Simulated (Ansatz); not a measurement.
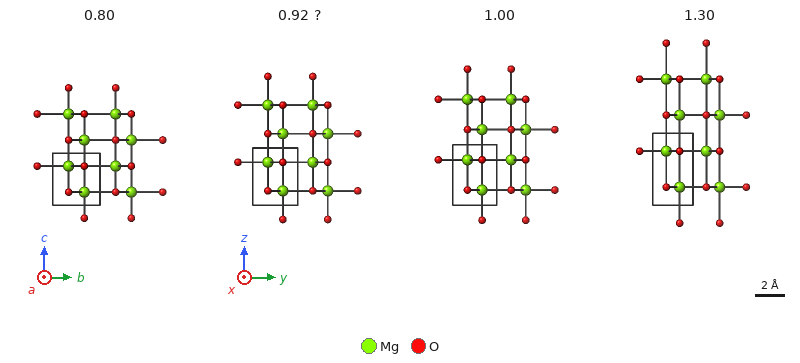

A crystal of MgO (P6_3/mmc): the ratio of the cell's length along z to its lengths across, counted as 1 for the reference, is changed at fixed volume (a c/a path), with the atoms kept at their fractional coordinates. x, y and z are the Cartesian axes of the input. The picture is a ball-and-stick view of the cell of the calculation, repeated 2 × 2 × 2 with one cell outlined, seen along the a axis.

The calculation used DFT PBEsol, scalar-relativistic, plane waves, PAW (Ansatz). Settings: plane-wave cutoff 420 eV; k-point mesh 9 × 9 × 6; occupations gaussian; smearing width 0.05 eV; no spin polarisation. Energies (free energies at the smearing named) are counted from the cell as listed in its source, which wasn't relaxed.

```json
{"axial ratio over its reference value": "0.80", "E − E(ref) (meV/atom)": "304"}
{"axial ratio over its reference value": "0.85", "E − E(ref) (meV/atom)": "146"}
{"axial ratio over its reference value": "0.92", "E − E(ref) (meV/atom)": "?"}
{"axial ratio over its reference value": "0.96", "E − E(ref) (meV/atom)": "8"}
{"axial ratio over its reference value": "1.00", "E − E(ref) (meV/atom)": "0"}
{"axial ratio over its reference value": "1.05", "E − E(ref) (meV/atom)": "9"}
{"axial ratio over its reference value": "1.10", "E − E(ref) (meV/atom)": "33"}
{"axial ratio over its reference value": "1.20", "E − E(ref) (meV/atom)": "116"}
{"axial ratio over its reference value": "1.30", "E − E(ref) (meV/atom)": "235"}
```

Q: One row is withheld. What is its energy?

A: A straight line between the two neighbours gives 58 meV/atom. A cubic through the four nearest rows (0.80, 0.85, 0.96, 1.00) gives, with Lagrange weights, (−0.1400)(304) + (0.4655)(146) + (0.9545)(8) + (−0.2800)(0) = 33 meV/atom. The calculation gives 34 meV/atom, so the cubic is 1 meV/atom too low and the straight line 24 meV/atom too high, as the curve bends upwards here.

The whole profile:

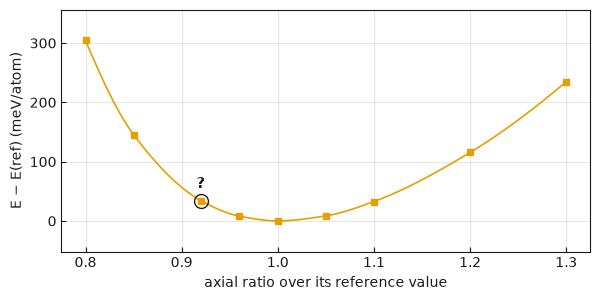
